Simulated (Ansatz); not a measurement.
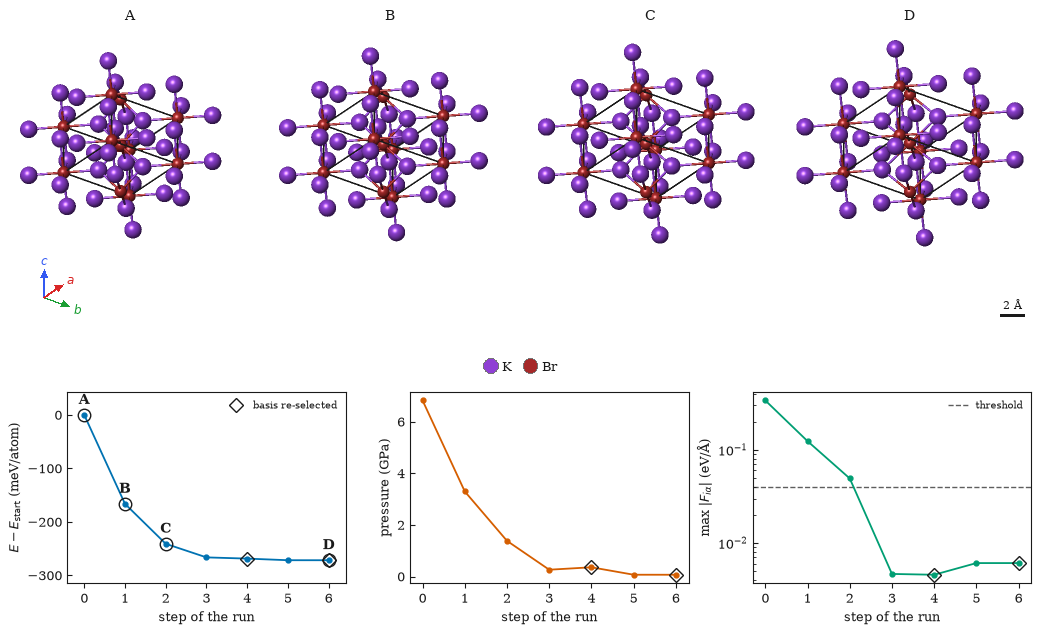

Frames of a relaxation of crystalline K2Br (built on the rutile_136 type) (coarse preliminary run), marked on the history of the run. Style: ball-and-stick. Shown: the cell of the calculation, from a free direction.

Case: anti-rutile type (P4_2/mnm, No. 136).

Computed with Ansatz 0.2.0, DFT PBE, scalar-relativistic, plane waves, PAW. Settings: plane-wave cutoff 420 eV; k-point mesh 4 × 4 × 4; occupations gaussian; smearing width 0.1 eV; no spin polarisation; cell and atoms relaxed; force threshold 0.04 eV/Å; at most 70 steps.

> Describe the path.

The largest moves relative to the cell, 0.17 Å, are those of K atoms. Br stays in place. The volume changes by +43.4 %, with a = b 6.978 → 8.118 Å (+16.3 %), c 4.495 → 4.763 Å (+6.0 %). Some distances before and after: Br–K 2.952 → 3.377 Å, Br–K 3.020 → 3.345 Å. Among the angles between lasting bonds that change: K–Br–K 99.1° → 89.7°, Br–K–Br 99.1° → 89.7°, K–Br–K 80.9° → 90.3°. The space group stays P4_2/mnm (No. 136). Over 4 accepted moves (6 points after the start) the energy falls by 272 meV per atom. Largest force component: 0.34 eV/Å at the start, 0.0061 eV/Å at the end. The pressure goes from 6.83 to 0.07 GPa. At 2 points the geometry stayed and the basis and grid were re-selected for the new cell (energy shift of 2.3 meV per atom at most each time). From step 0 to 1: K atoms move most (0.06 Å), volume +13.8 %, energy −166 meV per atom. From step 1 to 2: K atoms move most (0.04 Å), volume +11.7 %, energy −74.6 meV per atom. From step 2 to 6: K atoms move most (0.06 Å), volume +12.8 %, energy −30.7 meV per atom.
